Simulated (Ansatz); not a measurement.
# Sr: what the electrons do

Space group C2/m. This isn't the usual form at ambient conditions. The cell comes from a database of computed structures, not from a measurement.

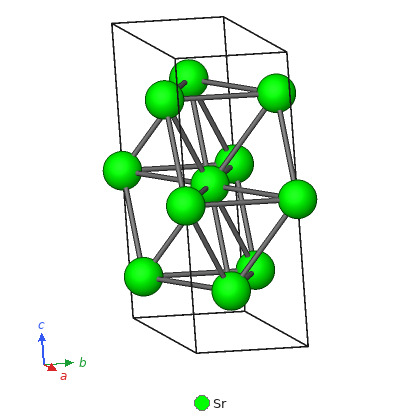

The conventional cell.

Input

```
crystal:
  lattice:
    - [3.7437411953, -2.1636345507, 0.0]
    - [3.7437411953, 2.1636345507, 0.0]
    - [-2.5249313947, 0.0, 10.5801523658]
  atoms:
    - { symbol: Sr, position: [0.0, 0.0, 0.5] }
    - { symbol: Sr, position: [0.22234435, 0.22234435, 0.16667078] }
    - { symbol: Sr, position: [0.77765565, 0.77765565, 0.83332922] }
basis:
  ecutwfc: 420
  fft_grid_basis: typed
kpoints:
  mp_grid: { grid: [10, 10, 4] }
hamiltonian:
  xc: pbe
  pseudopotentials: { kind: paw }
scf:
  occupations: { method: gaussian, width: 0.05 }
output:
  forces: true
  stress: true
  eigenvalues: true
  bader: true
  write_density: true
  volumetric_format: npy
  elf: true
```

Run with:

```sh
ansatz run input.yaml --threads 1 --pin off --max-ram 2560MiB --backend cpu --events-out ev --progress --plain --runs-dir out
```

The picture shows the conventional cell (a = 7.49 Å, b = 4.33 Å, c = 10.88 Å, α = 90.00°, β = 103.42°, γ = 90.00°).

These are results of DFT PBE, scalar-relativistic, plane waves, PAW in Ansatz 0.2.0, not measurements.

Core electrons are frozen (PAW), so the maps are meaningful between the atoms, not at the nuclei.

### 1. Bonding charge

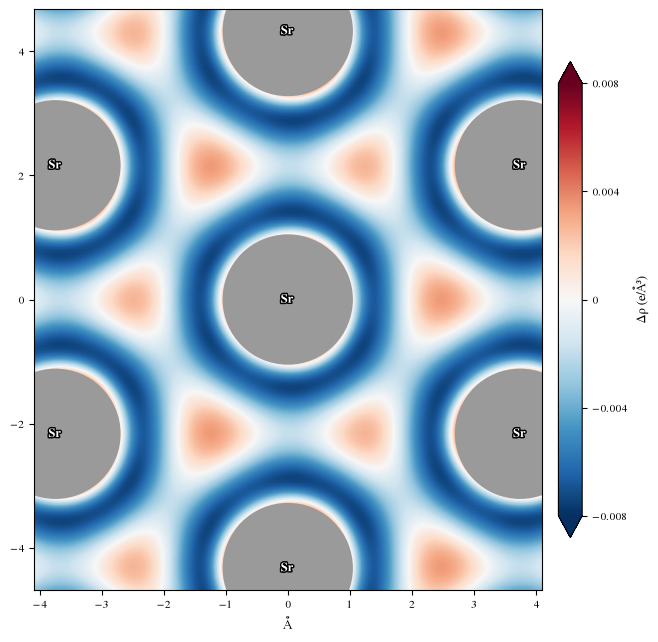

Bonding charge density, ρ(crystal) − Σ ρ(neutral atoms): a map on the (001) plane of the conventional cell, with grey discs over the atomic cores. Cores are masked to 1.0 Å (Sr).

> What does the deformation density say about the bonding?

Over the whole cell, outside the masked cores, the largest gain, 0.011 e/Å³, lies 3.0 Å from a strontium nucleus, and the largest loss, 0.008 e/Å³, lies 1.4 Å from a strontium nucleus. In all about 0.11 e an atom is rearranged against the free atoms.

### 2. One group of states

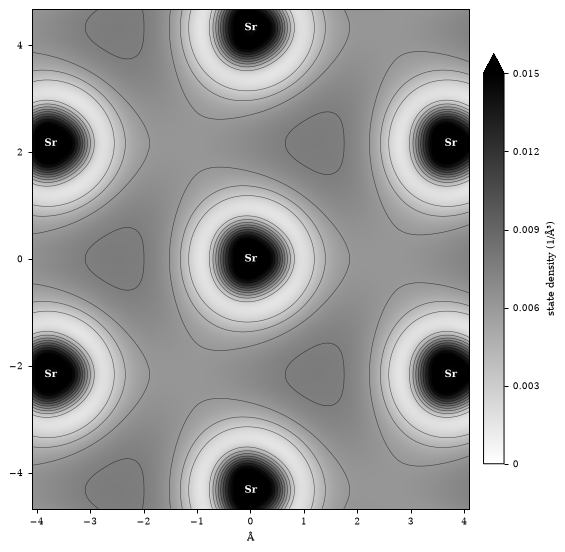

Density of the Kohn–Sham states from −2.4 to −1.2 eV about the Fermi level (the middle third of the occupied valence band), scaled to one electron a cell: a map on the (001) plane of the conventional cell.

> What is the character of these states?

Löwdin projections on the PAW files' atomic orbitals give Sr 5s (over 95 %).

### 3. Moving an atom

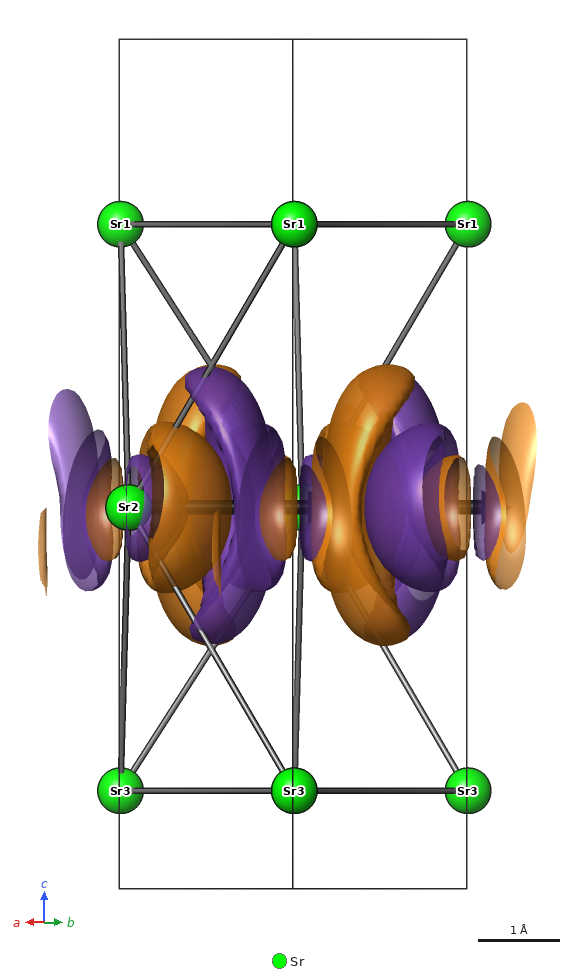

Sr2 was moved by 0.10 Å along [−1 1 0] in the axes of the cell drawn (arrow, not to scale). Change of the density less the rigid motion of the neutral atom's own density: orange surfaces at +0.001 and purple ones at −0.001 e/Å³, in the cell of the calculation (origin moved) seen along [110].

> How do the electrons respond beyond following the atom?

About 0.03 e is rearranged in the cell. Outside the cores the largest gain lies at the edge of the masked core of Sr, and the largest loss lies there too, on other sides.

> How much does the computed force on the atom change?

The force on it changes by 0.03 eV/Å along the move, against it: a stiffness of about 0.3 eV/Å² for this sublattice shift.

### 4. Change of volume

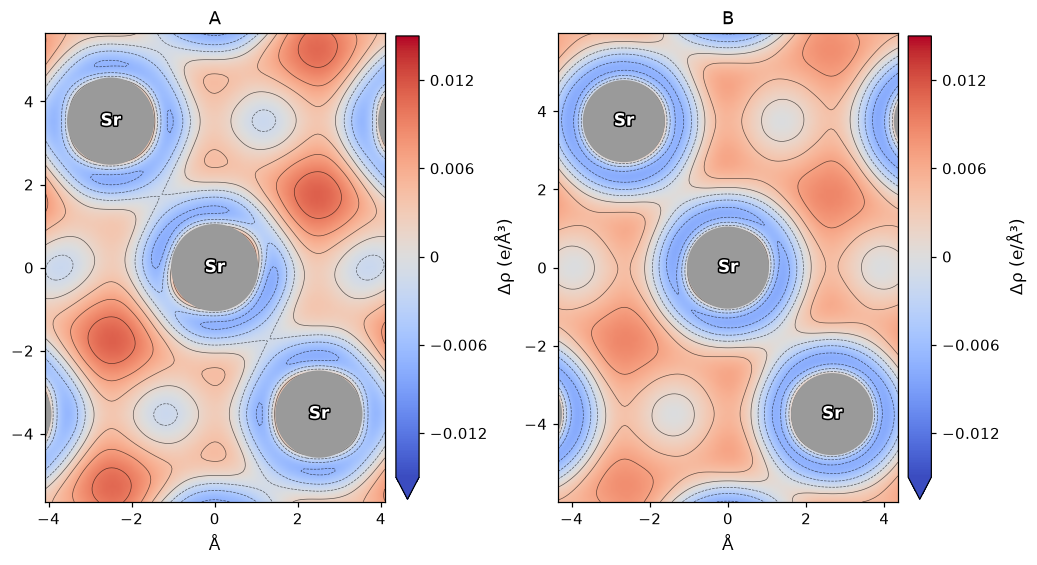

Sr: deformation density on the (010) plane of the conventional cell at two volumes, with the same fractional coordinates and one colour scale. Grey discs cover the cores.

> How do the two volumes compare, and how does the bonding charge respond?

B is the larger cell: B has 120 % of the volume of A.
- The pressure is −0.4 GPa in A and −1.8 GPa in B.
- The rearranged charge is 0.11 e an atom in A and 0.14 e in B.

### 5. Putting it together

The two pressures give a mean stiffness −ΔP/Δln V of about 7.5 GPa over this range, with the atoms held at their fractional positions.
